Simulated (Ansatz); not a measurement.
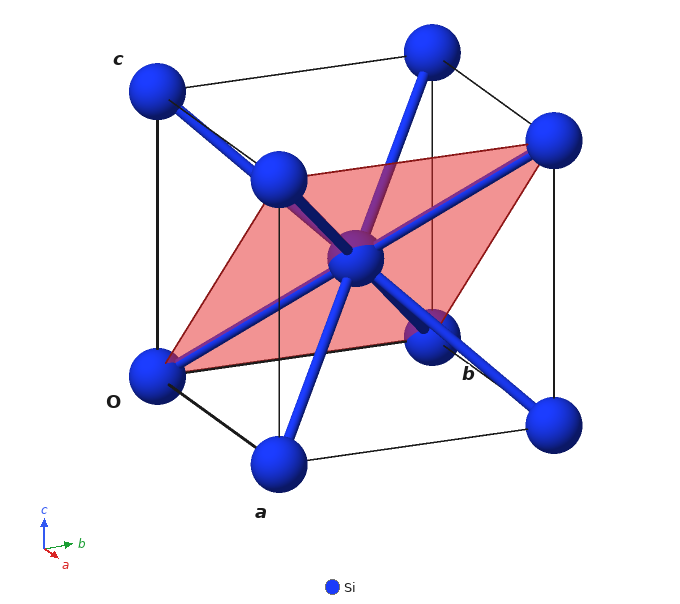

For Si, the end point of a relaxation with DFT, BLYP, plane waves (420 eV) with PAW, scalar-relativistic (Ansatz); the starting structure was generated, so it need not be a known form of this composition: every member of one family of equally spaced planes, hx + ky + lz = a whole number, that cuts the unit cell is shaded (one member passes through the origin O). Geometry calculated from the standardised cell; symmetry tolerance 0.002 Å.

a = 3.204 Å, b = 3.204 Å, c = 3.204 Å, α = 90.00°, β = 90.00°, γ = 90.00°.

> What are the Miller indices?

(1 0 −1); the opposite sign names the same planes. The member next to the origin meets the axes a at 1, b never, c at −1.

> What is the spacing?

d = 2.265 Å.

> Which atoms of the cell lie in these planes (within 0.03 Å)?

all 2 Si.
